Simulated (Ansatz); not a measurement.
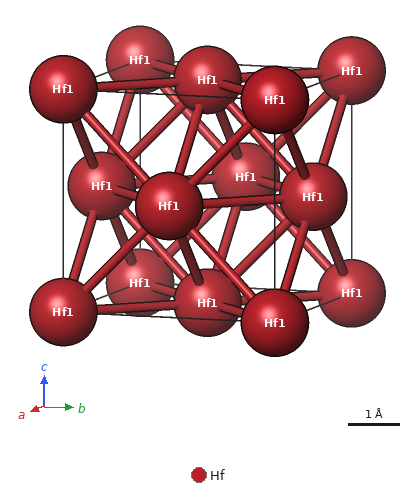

Fig. 1: The input geometry (ball-and-stick view of the cell 4 times as large as that of the calculation, set on its symmetry axes, seen slightly off an axis; atoms are numbered from 1 in the order of the input). An atom can appear more than once, as a periodic image. Near neighbours in the periodic cell (some may lie outside the picture): Hf has 12 Hf at 3.12 Å.

Run report: Hf, band-structure calculation

The run: band-structure calculation of Hf (Fm-3m, 1 atom in the cell). Method and program: DFT PBEsol, scalar-relativistic, plane waves, PAW, no spin polarisation (Ansatz 0.2.0).

The structure derives from an entry of the Crystallography Open Database. Figures and captions count atoms from 1; the log counts them from 0 in places.

### Log
```
scf.n_extra_bands = 6 over 13 filled bands (N_el = 26.0): the run solves 19 bands
Engine: ansatz 0.2.0, aarch64-unknown-linux-gnu
Pseudopotentials: kind: paw
Pseudopotential: Hf, paw, valence charge 26, recommended cutoff 420 eV (normal), Hf.paw.azcp
Functional definition: PBEsol
  exchange = pbesol_x
  correlation = pbesol_c
Crystal: 1 atoms, lattice volume = 21.560 Å³
Basis set: ecut = 420 eV, 411 PW (Γ), exchange–correlation on 48×48×48 points (8 copies of the dense FFT grid, shifted against one another)
Bands: 19, of which v1, the nominal top of the filled ones, is band 13 counted from 1 (12 counted from 0)
Symmetry: 48 space group operations
Space group: Fm-3m (ITA 225), of the structure as read, at distance tolerance 2.8e-5 Å
k-points: 145 of 4096
Non-local potential: Hf, projectors of the file, l = 0: 3, l = 1: 2, l = 2: 2, l = 3: 3
PAW form: soft (Blöchl's): semilocal exchange-correlation on the pseudo side does not see the compensation charge
PAW frozen core: Hf, regenerated for the run's functional, and the local potential with it (the file was generated under x = pbe(κ = 0.804, μ = 0.2195149727645171), c = pbe(β = 0.06672455060314922))
PAW one-centre angular grid: Hf, 590 points (default); XC on 64 Gauss nodes
Initial density: superposition of atomic densities (neutral atoms: chi_scale 0, normalization atom), corrected by the library's trained network
Initial wavefunctions: pseudopotential atomic-orbital guess
Functional: x = pbesol(κ = 0.804, μ = 0.12345679012345678), c = pbesol(β = 0.046)
SCF iter   1: F=—  HF=-15597.958361 eV  |F-HF|=—  |Δ(HF+E_count)|=         —  Δρ=2.51e-3  dr2=6.02e-4  ethr=1.77e-3  ⟨swp⟩=5.1  Hψ=11940  notcnv=0  defer=25
preconditioner: auto → none  [metal: Δε(μ)=0.013 eV  Ē_g=21.287 eV  σ=0.100 eV  W_gap=0.07  n_scr=8 (ndim 8)  ℏωp=39.2 eV  f_vac=0.000  D(μ)=1.79/eV (n_scr^D=14)  sad-step TF]
SCF iter   2: F=—  HF=-15597.958365 eV  |F-HF|=—  |Δ(HF+E_count)|=   3.86e-6  Δρ=1.46e-3  dr2=1.92e-4  ethr=2.32e-6  ⟨swp⟩=2.5  Hψ=5661  notcnv=0  defer=28
SCF iter   3: F=—  HF=-15597.958459 eV  |F-HF|=—  |Δ(HF+E_count)|=   9.42e-5  Δρ=3.42e-4  dr2=1.32e-5  ethr=7.38e-7  ⟨swp⟩=2.4  Hψ=4071  notcnv=0  defer=28
SCF iter   4: F=—  HF=-15597.958452 eV  |F-HF|=—  |Δ(HF+E_count)|=   7.62e-6  Δρ=3.85e-5  dr2=7.78e-8  ethr=5.07e-8  ⟨swp⟩=2.0  Hψ=4417  notcnv=0  defer=28
SCF iter   5: F=—  HF=-15597.958452 eV  |F-HF|=—  |Δ(HF+E_count)|=   6.52e-7  Δρ=6.79e-6  dr2=5.52e-9  ethr=2.99e-10  ⟨swp⟩=2.5  Hψ=4644  notcnv=0  defer=28
SCF iter   6: F=—  HF=-15597.958452 eV  |F-HF|=—  |Δ(HF+E_count)|=   1.86e-8  Δρ=3.62e-6  dr2=1.06e-9  ethr=2.12e-11  ⟨swp⟩=9.3  Hψ=15341  notcnv=0
SCF iter   7: F=-15597.958452 eV  HF=-15597.958452 eV  |F-HF|=7.28e-12  |Δ(HF+E_count)|=   2.66e-8  Δρ=4.72e-7  dr2=3.38e-11  ethr=4.07e-12  ⟨swp⟩=7.8  Hψ=14665  notcnv=0
SCF 1 converged in 7 iterations: F = -15597.958452 eV  dr2 = 3.38e-11
  greatest PAW one-centre occupation: 0.998 electrons in one spin orbital (limit 2), on the Hf atom at site 0 (counted from 0), in its partial waves of l = 0
```

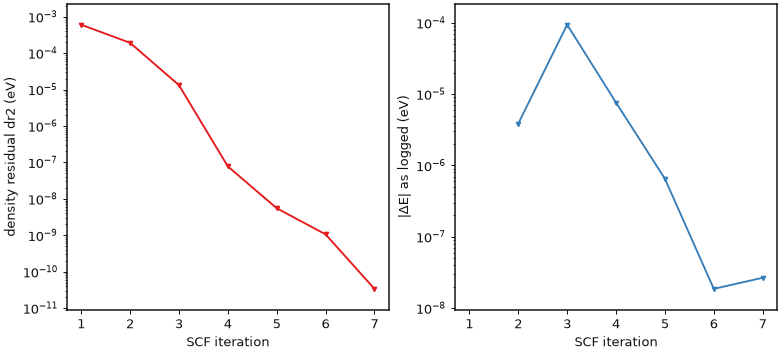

Fig. 2: Convergence of the self-consistent field: density residual dr2 and size of the energy change against the SCF iteration. The residual falls at every step.

```
NSCF: frozen V_eff on 86 k-points
NSCF: frozen V_eff on 413 k-points
SCF converged after 7 iterations
Free energy (F): -15597.958452 eV
Harris-Foulkes:  -15597.958452 eV  (|F-HF|=7.28e-12)
Internal energy: -15597.949511 eV  (E = F + TS)
E sigma→0 (E₀):  -15597.953982 eV
Entropy (-TS):   -0.008941 eV (-8.941 meV/atom)
Fermi energy:    20.385562 eV
--- Per-component energies (eV) ---
  E_band       = 56.186681
  E_kinetic    = 425.881358
  E_local      = -4976.967904  (includes V_loc(G=0)·N_el)
  E_nonlocal   = -1238.602607
  E_hartree    = 2347.028154
  E_xc         = -298.152979
  E_vxc        = -266.492335  (∫ρ·V_xc dr)
  E_paw        = -6807.595448  (= ΣΔE_a)
  E_vpaw       = 1418.312394  (= ΣTr[D̂ρ^β])
  E_aug_tail   = -0.000001  (compensation charges beyond the density's cutoff)
  E_ewald      = -5050.791175
  E_core_change = 1.251092  (= ΣΔE_core)
  E_smearing   = -0.008941  (= −TS)
  E_closure    = -0.000000  (closes the sum)
  Σ components = -15597.958452   (vs F -15597.958452, Δ=0.00e0)
--- Forces (eV/Å), atoms counted from 1 ---
  atom   1  Hf    -0.00000000    -0.00000000    -0.00000000
  max |Σ_I F_I| component: 4.11e-32 eV/Å
--- Stress (GPa, compression-positive) ---
       -0.039788      -0.000000      -0.000000
        0.000000      -0.039788       0.000000
        0.000000       0.000000      -0.039788
  P = ⅓ Tr σ = -0.0398 GPa (-0.398 kbar)
--- Band table (eV; the first three rows and the last of 145) ---
  k-point 0: bands = ["-41.2126", "-9.4483", "-9.4483", "-9.4483", "8.8187", "8.8445", "8.8445", "8.8445", "8.9259", "8.9259", "8.9259", "13.0501", "21.7740", "21.7740", "21.7740", "24.6918", "24.6918", "31.8499", "36.1907"]
  k-point 1: bands = ["-41.2098", "-9.4862", "-9.4531", "-9.4531", "8.8210", "8.8439", "8.8462", "8.8462", "8.9228", "8.9228", "8.9260", "13.1932", "21.6305", "21.8442", "21.8442", "24.6147", "24.6147", "32.1635", "35.4887"]
  k-point 2: bands = ["-41.2018", "-9.5926", "-9.4665", "-9.4665", "8.8266", "8.8432", "8.8510", "8.8510", "8.9142", "8.9142", "8.9263", "13.6064", "21.2690", "22.0185", "22.0185", "24.4542", "24.4542", "32.9305", "34.3975"]
  k-point 144: bands = ["-41.1139", "-10.0539", "-10.0539", "-9.7944", "8.8554", "8.8554", "8.8596", "8.8803", "8.8803", "8.8832", "8.9096", "18.4951", "19.9849", "19.9849", "22.9446", "27.6122", "29.8214", "30.2583", "30.2583"]
--- Löwdin populations: 1 site ---
  site symbol       q [e]
     0     Hf     25.9315
  spilling = 0.002636 (of n_electrons = 26.000000)
--- Bader charges: 1 site ---
  site symbol  charge [e]  shift [e]
     0     Hf      0.0000     0.0000
  estimated error of the sums over rays = 5.5e-7 e
```

### File bader_charges.tsv
```
# site	symbol	x_ang	y_ang	z_ang	partial_charge_e	electrons	volume_ang3	relative_density_drop	shared_charge_e	partial_wave_shift_e
# quadrature_error_electrons = 5.5e-7
0	Hf	0.0000	0.0000	0.0000	0.00000	72.00000	21.56	-	0.00000	0.00000
```

### File populations.tsv
```
# site	symbol	l	j	q
# orbitals = lowdin
# n_electrons = 26.000000
# spilling = 0.002636
0	Hf	0_5S	-	1.954537
0	Hf	0_6S	-	0.817671
0	Hf	1_5P	-	5.973038
0	Hf	2_5D	-	3.191914
0	Hf	3_4F	-	13.994297
```

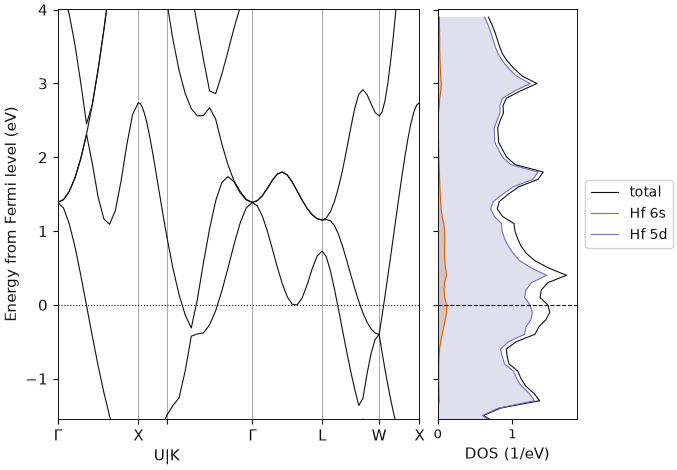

Fig. 3: Band structure along Γ–X–U|K–Γ–L–W–X and density of states (projected on Löwdin-orthogonalised atomic shells), with energies from the Fermi level. Bands cross the Fermi level: a metal at this level of theory.

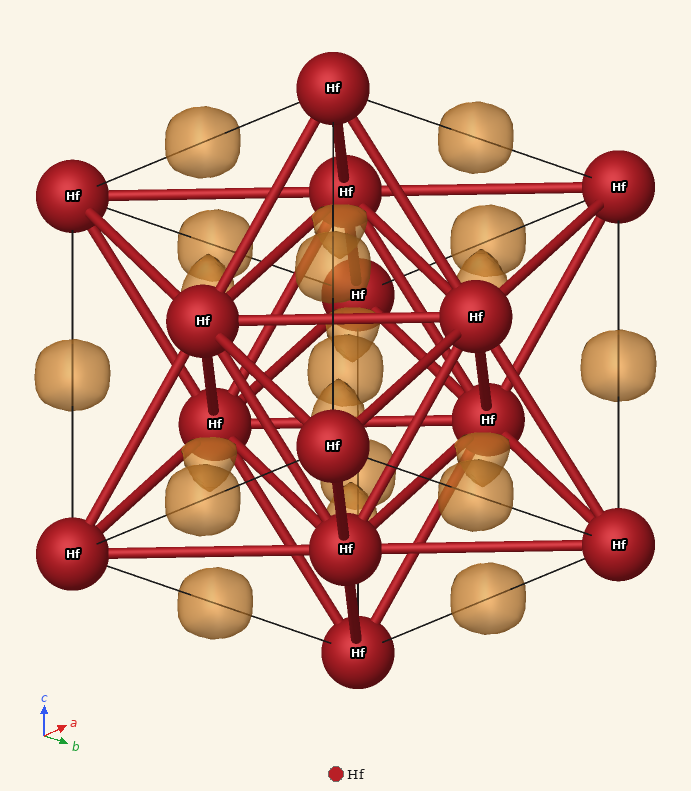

Fig. 4: Isosurface of the ELF at 0.6 (orange), seen at an oblique angle. Only the valence region is drawn (cores and ρ < 0.01 e/Å³ removed). Sticks mark near contacts. The outline is the cell set on symmetry axes. Values along the shortest contacts: Hf–Hf (3.12 Å): the ELF is about 0.25 at the midpoint (no shared electron pair). Core electrons are frozen (PAW), so the fields are smoothed inside the atomic spheres.

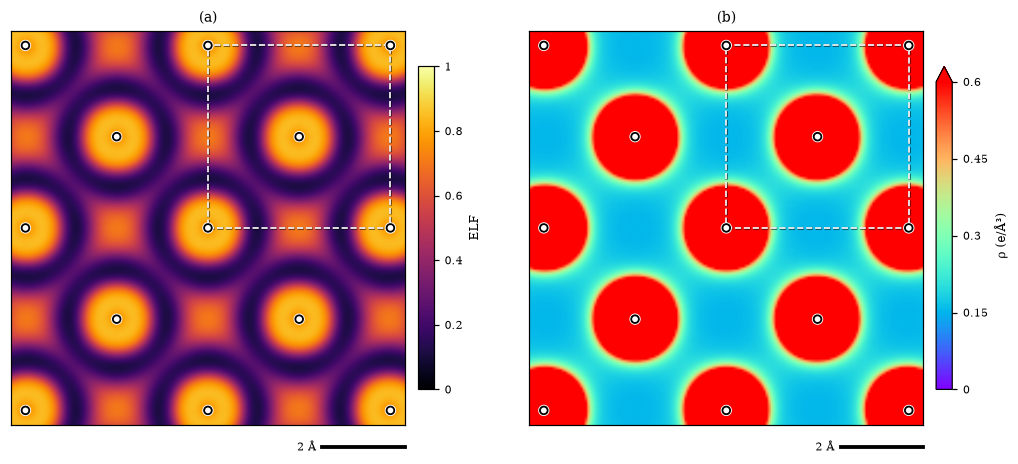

Fig. 5: (a) electron localisation function; (b) valence pseudo-density on the (010) plane of the conventional cell. Circles mark the nuclei in the plane (Hf). The section cuts through Hf sites. Hf–Hf (3.12 Å): the density is about 0.2 e/Å³ at the midpoint; the ELF is about 0.25 at the midpoint (no localised pair between them). Away from the nuclei the density in this plane falls to 0.15 e/Å³ at its lowest.  The strong features right at Hf lie inside the PAW spheres (semicore, d or f shells) and say nothing about bonding.

The run was set up as follows.

### Input file
```yaml
crystal:
  lattice:
    - [0.0, 2.2090490895, 2.2090490895]
    - [2.2090490895, 0.0, 2.2090490895]
    - [2.2090490895, 2.2090490895, 0.0]
  atoms:
    - { symbol: Hf, position: [0.0, 0.0, 0.0] }
basis:
  ecutwfc: 420
kpoints:
  mp_grid: { grid: [16, 16, 16] }
  band_path:
    path:
      - [[0.0, 0.0, 0.0], [0.5, 0.0, 0.5], [0.625, 0.25, 0.625]]
      - [[0.375, 0.375, 0.75], [0.0, 0.0, 0.0], [0.5, 0.5, 0.5], [0.5, 0.25, 0.75], [0.5, 0.0, 0.5]]
    npoints: 14
hamiltonian:
  xc: pbesol
scf:
  occupations: { method: gaussian, width: 0.1 }
  n_extra_bands: 6
output:
  forces: true
  stress: true
  eigenvalues: true
  populations: true
  dos: { projected: true, de: 0.02, nscf_kmesh: { grid: [24, 24, 24] } }
  bader: true
  write_density: true
  write_potential: true
  elf: true
  volumetric_format: npy
```

Command:
```bash
ansatz run input.yaml --threads 1 --pin off --max-ram 2560MiB --backend cpu --events-out ev --progress --plain --runs-dir out
```

### Summary

| quantity | value |
| --- | --- |
| outcome | converged |
| space group (tolerance 0.01 Å) | Fm-3m (225) |
| electrons treated | 26 |
| free energy | −15597.9585 eV |
| Fermi energy | 20.386 eV |
| gap on the k-point mesh | none (metallic) |
| pressure | −0.04 GPa |
| largest force (length of the vector) | under 0.001 eV/Å |
| hardware | 1 thread of Arm Neoverse V1, 24 GiB of memory available, shared host |
| wall time | 13 s |
| peak memory | 0.35 GiB |

### Remarks

Spin–orbit coupling is left out, which matters for Hf.
